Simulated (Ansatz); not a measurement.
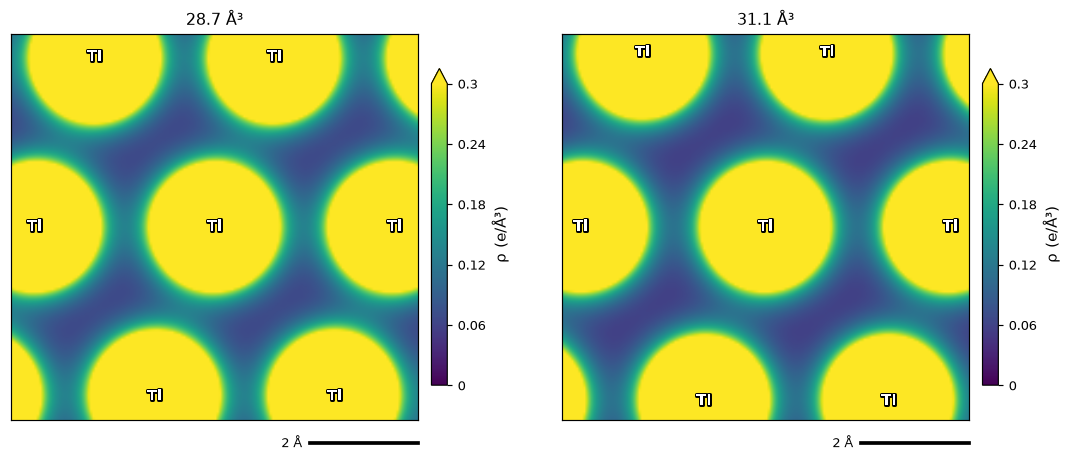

Tl. The valence pseudo-density of cells scaled evenly to different volumes (given per atom above each panel), on the (101̄) plane of each (indices in the axes of the cell below), at one length scale and on one colour scale.

A structure from a database of computed crystals, not necessarily the ambient phase.

These are results of Kohn-Sham DFT of a periodic cell, PBE, Ansatz PAW in Ansatz, not measurements.

The density is the valence pseudo-density of a PAW calculation; it isn't the true density close to the nuclei.

The largest cell:

```
Tl
1.0
    -1.98173    1.98173    1.98173
     1.98173   -1.98173    1.98173
     1.98173    1.98173   -1.98173
Tl
1
Direct
  0.00000 0.00000 0.00000
```

| volume (Å³/atom) | Tl–Tl contact in the plane (Å) | ρ at its midpoint (e/Å³) | pressure (GPa) | 
| --- | --- | --- | --- |
| 28.74 | 3.342 | 0.133 | 2.9 | 
| 29.93 | 3.388 | ? | ? | 
| 31.13 | 3.432 | 0.114 | 0.1 | 

**Estimate the missing row, and compare with the calculation.**

Over the known rows ln ρ falls by 1.71 per Å of Tl–Tl distance (the line through the two), which gives 0.123 e/Å³ at 3.388 Å; the calculation gives 0.123 e/Å³. For the pressure, a straight line in volume between the neighbouring rows gives 1.5 GPa; the calculation gives 1.4.
